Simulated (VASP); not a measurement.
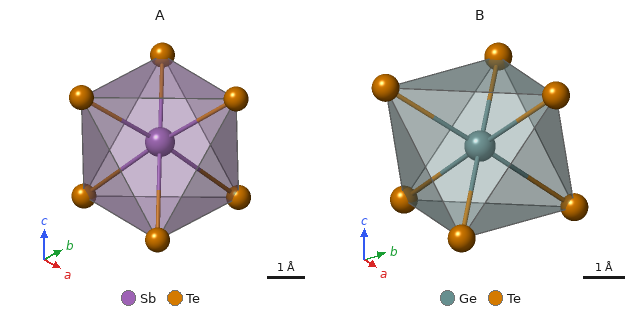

Coordination polyhedra in Ge2Sb2Te5 (P-3m1). The shape measure S (0 to 100) is the computed least-squares distance from an ideal polyhedron; S = 0 means ideal. Source: a cell listed in the Materials Project, as set up for an electronic-structure calculation.

Question: Which coordination does each panel show?

Answer: A. SbTe6: a slightly distorted octahedron (coordination number 6, S = 0.13; next best trigonal prism, S = 16.0); mean bond 3.11 Å.
B. GeTe6: an essentially ideal octahedron (coordination number 6, S = 0.01; next best trigonal prism, S = 16.7); mean bond 3.02 Å.
